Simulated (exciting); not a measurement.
The K K edge of atom 2 in KTaO3, space group Pm-3m, with 12 O at 2.82 Å (cuboctahedral, site symmetry m-3m), was computed at 2 levels: exchange and screened direct term (singlet BSE) and independent particles. Common settings: exciting, all-electron LAPW+lo, PBEsol, 4×4×4 shifted k points, 34 conduction bands, |G+q| up to 3 bohr⁻¹, full RPA screening with nempty = 58, Lorentzian half width 0.45 eV.

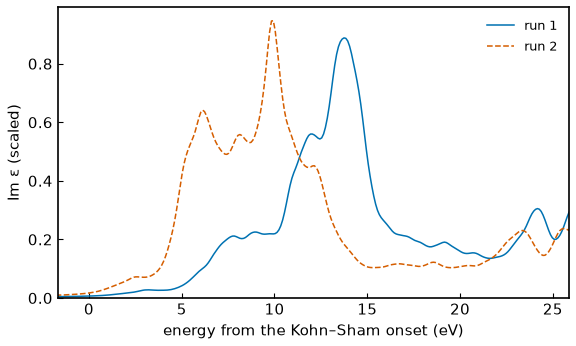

Energy from the Kohn–Sham onset, core level to the lowest empty state found on the meshes used; all runs on one relative scale.

**Question.** Which run is which, and why?

Run 1: independent particles; highest local maximum in the window at 13.7 eV. Run 2: exchange and screened direct term (singlet BSE); highest local maximum in the window at 9.9 eV. The attractive direct term pulls weight down: the curves pass 0.14 at 6.7 and 4.2 eV in the order of the runs. Fine structure above the first lines is partly noise of the 64-point mesh.

[Hosts, paths, dates, database ids (printed as entryN), source tags and the programs' standing remarks are cut or masked in the printed files.]
